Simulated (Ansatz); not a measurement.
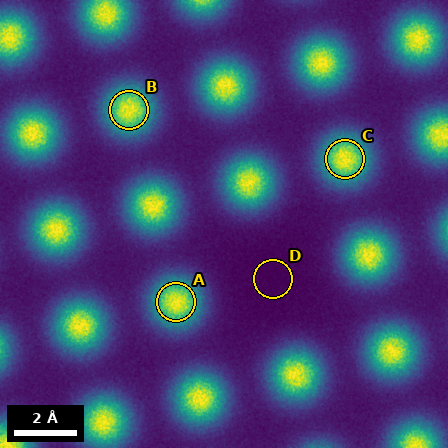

Z-contrast image of Ca (Im-3m, No. 229) along [001]. Simulated incoherent Z contrast: every atom adds Z^1.7 spread by a probe of 1.30 Å full width; channelling and multiple scattering are left out. The probe carries 25 % of its weight in a tail 2.5 times as wide. Shot noise was added.

The sample is 1 repeat (4.5 Å) thick. One point defect was put into the perfect crystal, without relaxing the atoms around it. Brightness is counted from the darkest point of the image. Host structure: a calculation's starting geometry; the starting structure was generated, so it need not be a known form of this composition.

**Which ringed column holds the defect, and does it scatter more or less than its equals?**

D; it scatters less. The column holds 1 atom (Ca) through the sample, and one Ca atom is missing, so its peak vanishes.
